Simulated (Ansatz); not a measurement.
System: KTaO₃, space group Pm-3m (No. 221) (cell built by us, not taken from a database).

Structure:
```
CELL_PARAMETERS angstrom
4.02440 0.00000 0.00000
0.00000 4.02440 0.00000
0.00000 0.00000 4.02440
ATOMIC_POSITIONS crystal
K 0.00000 0.00000 0.00000
Ta 0.50000 0.50000 0.50000
O 0.00000 0.50000 0.50000
O 0.50000 0.50000 0.00000
O 0.50000 0.00000 0.50000
```

Input of one of the runs behind the figure:
```
crystal:
  lattice:
    - [4.0510555426, 0.0, 0.0]
    - [0.0, 4.0510555426, 0.0]
    - [0.0, 0.0, 4.0510555426]
  atoms:
    - { symbol: K, position: [0.0, 0.0, 0.0] }
    - { symbol: Ta, position: [0.5, 0.5, 0.5] }
    - { symbol: O, position: [0.0, 0.5, 0.5] }
    - { symbol: O, position: [0.5, 0.5, 0.0] }
    - { symbol: O, position: [0.5, 0.0, 0.5] }
basis:
  ecutwfc: 420
  ecutrho_ratio: 4
kpoints:
  mp_grid: { grid: [8, 8, 8] }
hamiltonian:
  xc: pbe
scf:
  occupations: { method: gaussian, width: 0.05 }
output:
  forces: true
  stress: true
  eigenvalues: true
```

Command:
```bash
ansatz run input.yaml --threads 4 --pin off --max-ram 7168MiB --backend cpu --events-out ev --progress --plain --runs-dir out
```

Calculation (Ansatz 0.2.0): plane-wave density functional theory, PAW datasets, Gaussian smearing 0.05 eV: equation of state, the given cell scaled in volume with shape and atoms relaxed at each volume; third-order Birch-Murnaghan fit. Level: PBE, no spin polarisation.

- PAW set: soft_2
- wave cutoff: 420 eV
- k mesh: 8×8×8
- symmetry use: detected

V(given) is 13.04 Å³/atom.

What does the calculation give for the energy above the given cell and pressure against V/V(given)? The V/V(given) takes the values 0.945, 0.960, 0.980, 1.000, 1.020, 1.040, 1.070, 1.100.

A third-order Birch–Murnaghan fit gives V0 = 13.04 Å³/atom, B0 = 188 GPa and B′ = 4.5. The energy above the given cell is 25.72 meV/atom at V/V(given) 0.945 and 64.32 meV/atom at 1.100; the lowest computed point is at V/V(given) 1.000 (0.00 meV/atom). The pressure falls from 12.1 GPa at V/V(given) 0.945 to −14.5 GPa at 1.100, and changes sign near 1.000.

| V/V(given) | energy above the given cell (meV/atom) | pressure (GPa) |
| --- | --- | --- |
| 0.945 | 25.72 | 12.1 |
| 0.960 | 13.28 | 8.4 |
| 0.980 | 3.22 | 4.0 |
| 1.000 | 0.00 | 0.0 |
| 1.020 | 3.01 | −3.6 |
| 1.040 | 11.40 | −6.8 |
| 1.070 | 33.21 | −10.9 |
| 1.100 | 64.32 | −14.5 |

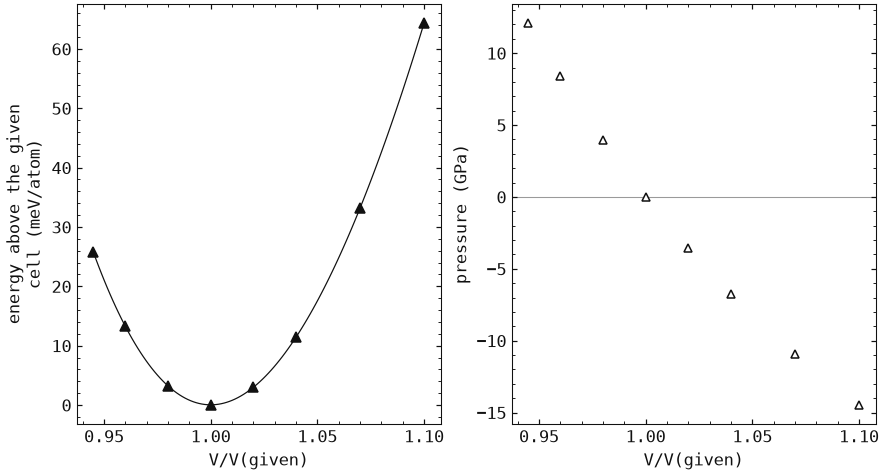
